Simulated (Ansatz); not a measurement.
System: Mo₃S.

Input

```
crystal:
  lattice:
    - [3.9132685004, 0.0, 0.0]
    - [0.0, 3.9132685004, 0.0]
    - [0.0, 0.0, 3.9132685004]
  atoms:
    - { symbol: Mo, position: [0.0, 0.5, 0.5] }
    - { symbol: Mo, position: [0.5, 0.0, 0.5] }
    - { symbol: Mo, position: [0.5, 0.5, 0.0] }
    - { symbol: S, position: [0.0, 0.0, 0.0] }
basis:
  ecutwfc: 420
kpoints:
  mp_grid: { grid: [12, 12, 12] }
hamiltonian:
  xc: pbe
scf:
  occupations: { method: gaussian, width: 0.1 }
output:
  forces: true
  stress: true
  eigenvalues: true
  write_density: true
  write_potential: true
  elf: true
  volumetric_format: npy
relax:
  adjacent_minimum: "off"
  f_tol: 0.01
  max_steps: 80
  cell: { stress_tol: 0.05 }
```

Launched as:

```sh
ansatz run input.yaml --threads 1 --pin off --max-ram 2560MiB --backend cpu --events-out ev --progress --plain --runs-dir out
```

Below, planes, directions and counts refer to the conventional cell (a = 3.92 Å, b = 3.92 Å, c = 3.92 Å, α = 90.00°, β = 90.00°, γ = 90.00°).

The fields are those of the relaxed geometry.

Space group Pm-3m; started from the Cu3Au (L1_2)_221 prototype, which need not be the ambient phase; computed without spin polarisation.

Level of theory: DFT PBE, scalar-relativistic, plane waves, PAW (Ansatz 0.2.0).

What can the converged valence pseudo-density and electron localisation function tell about the bonding?

Mo–Mo (2.77 Å): ρ is about 0.37 e/Å³ halfway; the ELF is about 0.30 at the midpoint.
Mo–S (2.77 Å): ρ is about 0.28 e/Å³ halfway; the ELF peaks at about 0.80 in the valence shell of S, 0.8 Å from its nucleus, and is about 0.20 at the midpoint.

Does the calculation make it a metal, or give it a gap?

It is metallic or semimetallic at this level of theory: no gap opens; semilocal functionals without U, or without the true magnetic order, often close the gap of such compounds.

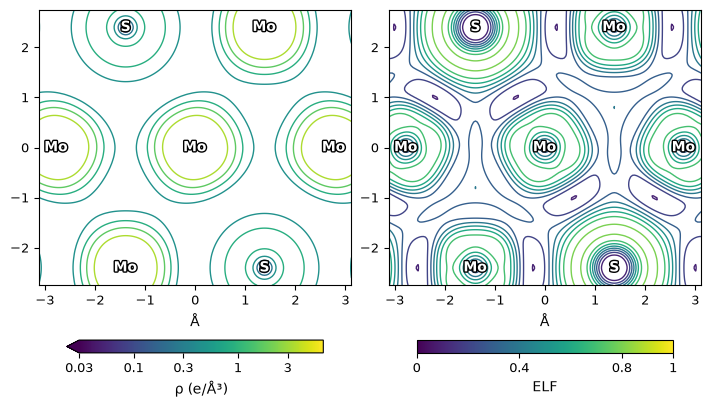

Computed valence pseudo-density and electron localisation function on the (111) plane of the conventional cell, in this order. 

Core electrons are frozen (PAW), and the valence fields are smoothed inside the atomic spheres.
